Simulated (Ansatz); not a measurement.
**What a change does: single-point calculation on Cs$_{2}$H$_{5}$F**

System: Cs$_{2}$H$_{5}$F (P4/mmm, 8 atoms in the cell).
Method of the first run: DFT PBE, scalar-relativistic, plane waves, PAW, spin-polarised (Ansatz 0.2.0).

The structure was made by a generator, so it may or may not be a known phase. Text and figures count atoms from 1; the logs count them from 0 in places.

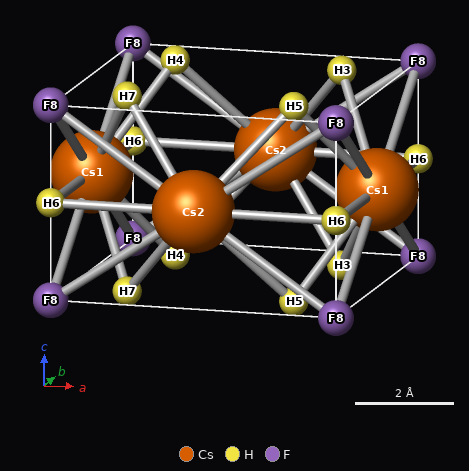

Fig. 1: The structure as given in the input (ball-and-stick view of the cell of the calculation, seen slightly off an axis; atoms are numbered from 1 in the order of the input).

Input file, the first run:
```yaml
crystal:
  lattice:
    - [6.08647973, 0.0, 0.0]
    - [0.0, 6.08647973, 0.0]
    - [0.0, 0.0, 4.09569867]
  atoms:
    - { symbol: Cs, position: [0.0, 0.5, 0.5] }
    - { symbol: Cs, position: [0.5, 0.0, 0.5] }
    - { symbol: H, position: [0.79200476, 0.79200476, 0.0] }
    - { symbol: H, position: [0.20799524, 0.79200476, 0.0] }
    - { symbol: H, position: [0.79200476, 0.20799524, 0.0] }
    - { symbol: H, position: [0.0, 0.0, 0.5] }
    - { symbol: H, position: [0.20799524, 0.20799524, 0.0] }
    - { symbol: F, position: [0.0, 0.0, 0.0], spin: 1.0 }
basis:
  ecutwfc: 420
kpoints:
  mp_grid: { grid: [4, 4, 4] }
hamiltonian:
  xc: pbe
scf:
  occupations: { method: gaussian, width: 0.1 }
  lower_state_search: "off"
output:
  forces: true
  stress: true
  eigenvalues: true
  populations: true
magnetization:
  spin_polarized: true
```

Launched with:
```bash
ansatz run input.yaml --threads 1 --pin off --max-ram 2048MiB --backend cpu --events-out ev --progress --plain --runs-dir out
```

Hardware: 1 thread of Arm Neoverse V2, 24 GiB of memory available, shared host.

Output, shortened to warnings, some set-up lines, iterations and results (the first run):
```
Basis set: ecut = 420 eV, 2953 PW (Γ), exchange–correlation on 90×90×60 points (8 copies of the dense FFT grid, shifted against one another)
Symmetry: 16 space group operations
k-points: 18 of 64
Initial density: superposition of atomic densities (chi_scale 0.1, normalization cell, long waves kept (reshape's long-wave potential 0.09 eV rms))
[...]
SCF iter   1: F=—  HF=-12260.934486 eV  |F-HF|=—  |Δ(HF+E_count)|=         —  Δρ=2.10e-1 (↑2.10e-1 ↓1.53e-1)  dr2=2.77e2  dr2_m=1.18e0  M=0.006 μB ∫|m|=0.139 μB  β_m=0.30  …
SCF iter   2: F=—  HF=-12223.401787 eV  |F-HF|=—  |Δ(HF+E_count)|=    3.75e1  Δρ=5.90e-2 (↑4.09e-2 ↓5.90e-2)  dr2=1.21e1  dr2_m=2.91e-1  M=0.557 μB ∫|m|=0.614 μB  β_m=0.30  …
SCF iter   3: F=—  HF=-12221.785117 eV  |F-HF|=—  |Δ(HF+E_count)|=    1.62e0  Δρ=1.70e-2 (↑1.65e-2 ↓1.70e-2)  dr2=3.49e0  dr2_m=7.63e-2  M=0.630 μB ∫|m|=0.701 μB  β_m=0.30  …
SCF iter   4: F=—  HF=-12221.346742 eV  |F-HF|=—  |Δ(HF+E_count)|=   4.38e-1  Δρ=1.86e-2 (↑1.86e-2 ↓1.31e-2)  dr2=1.57e0  dr2_m=8.45e-2  M=0.475 μB ∫|m|=0.501 μB  β_m=0.30  …
SCF iter   5: F=—  HF=-12221.235368 eV  |F-HF|=—  |Δ(HF+E_count)|=   1.11e-1  Δρ=9.39e-3 (↑9.39e-3 ↓8.37e-3)  dr2=5.98e-1  dr2_m=5.05e-2  M=0.659 μB ∫|m|=0.674 μB  β_m=0.30  …
[... 36 lines ...]
SCF iter  42: F=—  HF=-12221.737000 eV  |F-HF|=—  |Δ(HF+E_count)|=   2.00e-3  Δρ=1.02e-4 (↑7.31e-5 ↓1.02e-4)  dr2=5.20e-5  dr2_m=4.00e-6  M=3.923 μB ∫|m|=3.950 μB  …
SCF iter  43: F=—  HF=-12221.736990 eV  |F-HF|=—  |Δ(HF+E_count)|=   9.65e-6  Δρ=1.69e-5 (↑1.69e-5 ↓5.90e-6)  dr2=3.69e-7  dr2_m=1.14e-7  M=3.921 μB ∫|m|=3.948 μB  …
SCF iter  44: F=-12221.736991 eV  HF=-12221.736991 eV  |F-HF|=5.49e-10  |Δ(HF+E_count)|=   1.51e-7  Δρ=9.30e-7 (↑9.30e-7 ↓8.70e-7)  dr2=2.66e-9  dr2_m=3.57e-10  M=3.921 μB …
SCF iter  45: F=-12221.736991 eV  HF=-12221.736991 eV  |F-HF|=5.53e-10  |Δ(HF+E_count)|=  1.82e-12  Δρ=9.31e-7 (↑9.31e-7 ↓8.70e-7)  dr2=2.66e-9  dr2_m=3.58e-10  M=3.921 μB …
SCF 1 converged in 45 iterations: F = -12221.736991 eV  dr2 = 2.66e-9
SCF converged after 45 iterations
Magnetization: 3.9211 μB (16.9606 up, 13.0394 down)
Absolute magnetization: 3.9467 μB (∫|ρ↑−ρ↓|, with the PAW one-centre terms)
Spin contamination: 0.0168 ħ² per cell (⟨S²⟩ above its minimum at these occupations)
Per-site moments (μB) at R_I (Å): [(0.06927064483443744, 1.2344069601540233), (0.06927064483443762, 1.2344069601540233), (0.350667827557055, 0.7385136501657766), (0.3506678275570549, 0.7385136501657765), (0.35066782755705495, 0.7385136501657765), (0.5661460408822838, 0.8447378506875), …
Free energy (F): -12221.736991 eV
Harris-Foulkes:  -12221.736991 eV  (|F-HF|=5.53e-10)
Internal energy: -12221.732161 eV  (E = F + TS)
E sigma→0 (E₀):  -12221.734576 eV
Entropy (-TS):   -0.004829 eV (-0.604 meV/atom)
Fermi energy:    3.097888 eV
--- Per-component energies (eV) ---
  E_band       = -171.656005
  E_kinetic    = 554.091049
  E_local      = -1468.325140  (includes V_loc(G=0)·N_el)
  E_nonlocal   = 140.005798
  E_hartree    = 560.960295
  E_xc         = -471.064310
  E_vxc        = -410.393307  (∫ρ·V_xc dr)
  E_paw        = -10335.074938  (= ΣΔE_a)
  E_vpaw       = -108.951887  (= ΣTr[D̂ρ^β])
  E_aug_tail   = -0.002989  (compensation charges beyond the density's cutoff)
  E_ewald      = -1202.321926
  E_smearing   = -0.004829  (= −TS)
  E_closure    = 0.000000  (closes the sum)
  Σ components = -12221.736991   (vs F -12221.736991, Δ=0.00e0)
--- Forces (eV/Å), atoms counted from 1 ---
  atom   1  Cs     0.00000000    -0.00000000     0.00000000
  atom   2  Cs     0.00000000    -0.00000000    -0.00000000
  atom   3  H     -0.17860746    -0.17860746    -0.00000000
  atom   4  H      0.17860746    -0.17860746    -0.00000000
  atom   5  H     -0.17860746     0.17860746     0.00000000
  atom   6  H     -0.00000000     0.00000000     0.00000000
  atom   7  H      0.17860746     0.17860746     0.00000000
  atom   8  F      0.00000000     0.00000000     0.00000000
  max |Σ_I F_I| component: 2.78e-17 eV/Å
--- Stress (GPa, compression-positive) ---
        2.449372       0.000000      -0.000000
        0.000000       2.449372      -0.000000
       -0.000000      -0.000000       3.445046
  P = ⅓ Tr σ = 2.7813 GPa (27.813 kbar)
--- Löwdin populations: 8 sites ---
  site symbol       q [e]    m [muB]
     0     Cs      8.2459     0.0769
     1     Cs      8.2459     0.0769
     2      H      1.2007     0.5878
     3      H      1.2007     0.5878
     4      H      1.2007     0.5878
     5      H      1.0940     0.8060
     6      H      1.2007     0.5878
     7      F      7.3972     0.5069
  spilling = 0.007142 (of n_electrons = 30.000000)
```

The input of the second run differs as follows (lines with − go, lines with + come):
```diff
-    - { symbol: F, position: [0.0, 0.0, 0.0], spin: 1.0 }
+    - { symbol: F, position: [0.0, 0.0, 0.0] }
-  populations: true
-magnetization:
-  spin_polarized: true
```

What does this change do to the results?

With the same functional and potentials, the second run lies 80.6 meV per atom higher. The pressure goes from 2.78 to 0.23 GPa. The largest force goes from 0.253 to 0.112 eV/Å. The SCF takes 9 iterations against 45. On the same kind of shared host the second run took about 0.059 times as long. The two runs start from different initial densities, which also moves the count.

Output, shortened to warnings, some set-up lines, iterations and results (the second run):
```
Basis set: ecut = 420 eV, 2953 PW (Γ), exchange–correlation on 90×90×60 points (8 copies of the dense FFT grid, shifted against one another)
Symmetry: 16 space group operations
k-points: 18 of 64
Initial density: superposition of atomic densities (neutral atoms: chi_scale 0, normalization atom), corrected by the library's trained network
[...]
SCF iter   1: F=—  HF=-12221.120989 eV  |F-HF|=—  |Δ(HF+E_count)|=         —  Δρ=8.63e-3  dr2=2.71e-1  ethr=1.77e-3  ⟨swp⟩=6.7  Hψ=2153  notcnv=0  defer=9
SCF iter   2: F=—  HF=-12221.098424 eV  |F-HF|=—  |Δ(HF+E_count)|=   2.26e-2  Δρ=5.33e-3  dr2=6.82e-2  ethr=9.05e-4  ⟨swp⟩=1.9  Hψ=604  notcnv=0  defer=20
SCF iter   3: F=—  HF=-12221.094042 eV  |F-HF|=—  |Δ(HF+E_count)|=   4.38e-3  Δρ=2.35e-3  dr2=1.24e-2  ethr=2.27e-4  ⟨swp⟩=1.9  Hψ=410  notcnv=0  defer=20
SCF iter   4: F=—  HF=-12221.092964 eV  |F-HF|=—  |Δ(HF+E_count)|=   1.08e-3  Δρ=1.51e-3  dr2=3.53e-3  ethr=4.15e-5  ⟨swp⟩=1.0  Hψ=381  notcnv=0  defer=20
SCF iter   5: F=—  HF=-12221.092542 eV  |F-HF|=—  |Δ(HF+E_count)|=   4.22e-4  Δρ=6.57e-4  dr2=6.89e-4  ethr=1.18e-5  ⟨swp⟩=1.0  Hψ=381  notcnv=0  defer=20
SCF iter   6: F=—  HF=-12221.092453 eV  |F-HF|=—  |Δ(HF+E_count)|=   8.87e-5  Δρ=1.97e-4  dr2=7.07e-5  ethr=2.30e-6  ⟨swp⟩=1.7  Hψ=418  notcnv=0  defer=20
SCF iter   7: F=—  HF=-12221.092400 eV  |F-HF|=—  |Δ(HF+E_count)|=   5.32e-5  Δρ=6.68e-5  dr2=8.28e-6  ethr=2.36e-7  ⟨swp⟩=1.6  Hψ=402  notcnv=0  defer=20
SCF iter   8: F=—  HF=-12221.092400 eV  |F-HF|=—  |Δ(HF+E_count)|=   5.50e-8  Δρ=1.30e-5  dr2=3.29e-7  ethr=2.76e-8  ⟨swp⟩=1.4  Hψ=392  notcnv=0  defer=20
SCF iter   9: F=-12221.092400 eV  HF=-12221.092400 eV  |F-HF|=3.65e-9  |Δ(HF+E_count)|=   8.79e-8  Δρ=2.73e-6  dr2=1.89e-8  ethr=3.33e-10  ⟨swp⟩=9.8  Hψ=1994  notcnv=0
SCF 1 converged in 9 iterations: F = -12221.092400 eV  dr2 = 1.89e-8
SCF converged after 9 iterations
Free energy (F): -12221.092400 eV
Harris-Foulkes:  -12221.092400 eV  (|F-HF|=3.65e-9)
Internal energy: -12221.055588 eV  (E = F + TS)
E sigma→0 (E₀):  -12221.073994 eV
Entropy (-TS):   -0.036812 eV (-4.602 meV/atom)
Fermi energy:    2.904148 eV
--- Per-component energies (eV) ---
  E_band       = -179.509289
  E_kinetic    = 549.084825
  E_local      = -1455.850792  (includes V_loc(G=0)·N_el)
  E_nonlocal   = 138.943390
  E_hartree    = 551.358965
  E_xc         = -468.265893
  E_vxc        = -406.757851  (∫ρ·V_xc dr)
  E_paw        = -10334.001254  (= ΣΔE_a)
  E_vpaw       = -107.644361  (= ΣTr[D̂ρ^β])
  E_aug_tail   = -0.002904  (compensation charges beyond the density's cutoff)
  E_ewald      = -1202.321926
  E_smearing   = -0.036812  (= −TS)
  E_closure    = -0.000000  (closes the sum)
  Σ components = -12221.092400   (vs F -12221.092400, Δ=0.00e0)
--- Forces (eV/Å), atoms counted from 1 ---
  atom   1  Cs    -0.00000000     0.00000000     0.00000000
  atom   2  Cs    -0.00000000    -0.00000000    -0.00000000
  atom   3  H     -0.07942548    -0.07942548    -0.00000000
  atom   4  H      0.07942548    -0.07942548     0.00000000
  atom   5  H     -0.07942548     0.07942548    -0.00000000
  atom   6  H      0.00000000     0.00000000     0.00000000
  atom   7  H      0.07942548     0.07942548     0.00000000
  atom   8  F      0.00000000     0.00000000     0.00000000
  max |Σ_I F_I| component: 1.39e-17 eV/Å
--- Stress (GPa, compression-positive) ---
       -0.254508      -0.000000      -0.000000
       -0.000000      -0.254508      -0.000000
       -0.000000      -0.000000       1.213368
  P = ⅓ Tr σ = 0.2348 GPa (2.348 kbar)
```

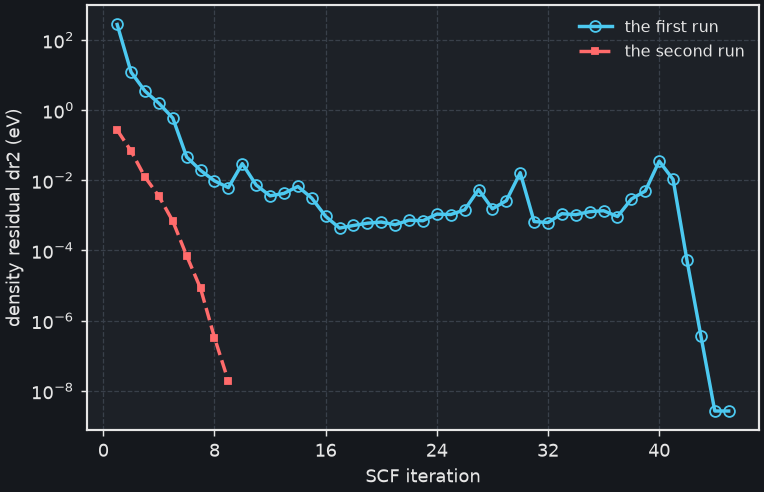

Fig. 2: Convergence of the two runs: density residual dr2 against the SCF iteration. The first run takes 45 iterations in all, and the second run takes 9.

The two runs side by side:

```csv
quantity,the first run,the second run
outcome,converged,converged
free energy per atom (eV),−1527.7171,−1527.6366
"energy per atom, smearing taken to zero (eV)",−1527.7168,−1527.6342
gap on the mesh (eV),0.00,0.00
net moment of the cell (μB),3.92,–
absolute moment of the cell (μB),3.95,–
pressure (GPa),2.78,0.23
largest force (eV/Å),0.253,0.112
SCF iterations,45,9
irreducible k-points,18,18
plane waves at Γ,2953,2953
wall time (shared host),76 s,4.5 s
```
